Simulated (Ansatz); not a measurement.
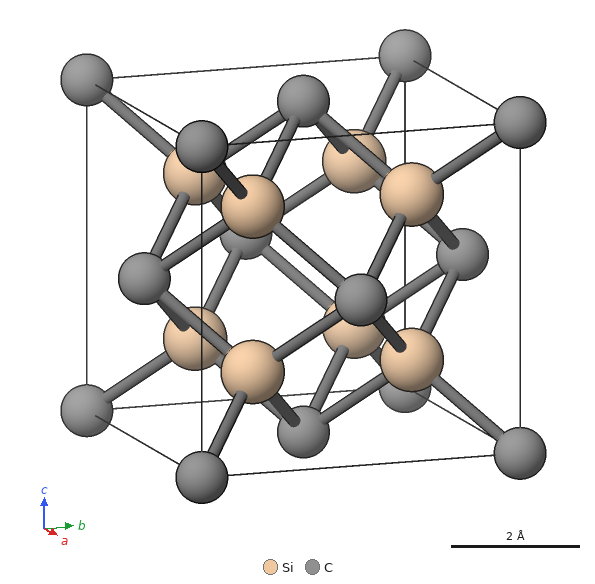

View slightly off an axis, drawn as a ball-and-stick model. The lines enclose the conventional unit cell; boundary atoms appear with their images. Cell: a = 5.32 Å, b = 5.32 Å, c = 5.32 Å, α = 90.00°, β = 90.00°, γ = 90.00°.

Its origin is a random cell made by a generator, so it need not be a real form of the compound. Earlier steps of the study may have refined or changed the cell and positions. It went into a calculation with Ansatz.

Summary of the structure:

Answer. This is Si2C. The symmetry is that of Fm-3m (No. 225), on a face-centred cubic lattice. This arrangement goes by the name antifluorite. It has 12 atoms to the cell (8 Si, 4 C). Each Si has four C in a tetrahedral arrangement at about 2.3 Å. C is linked to eight Si in a cubic arrangement at about 2.3 Å. The bonds build a three-dimensional framework.

Setup: DFT PBE, scalar-relativistic, plane waves, PAW (Ansatz 0.2.0); plane waves up to 420 eV, k-points about 0.15 Å⁻¹ apart, Gaussian smearing of 0.1 eV, no spin polarisation.

What is the band gap, if any?

Answer. A metal: bands cross the Fermi level.

Predict the Bader charges.

Answer. Si +0.63 e; C -1.25 e.

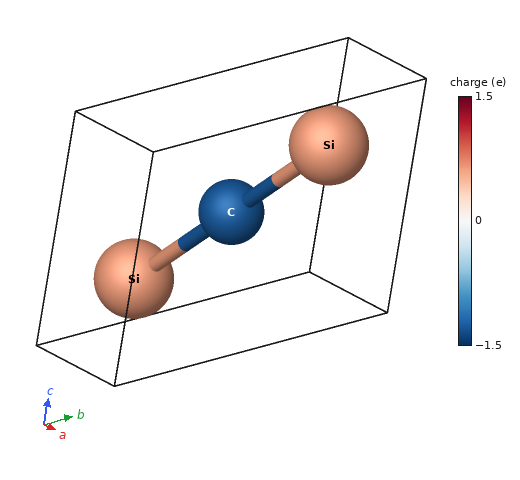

The atoms coloured by those charges. The run's cell of 3 atoms is drawn, so axes and origin can differ from the first picture.

Is the structure relaxed at this level of theory?

Answer. Yes. All forces vanish to within 0.01 eV/Å. The pressure is 0.0 GPa, close to zero.
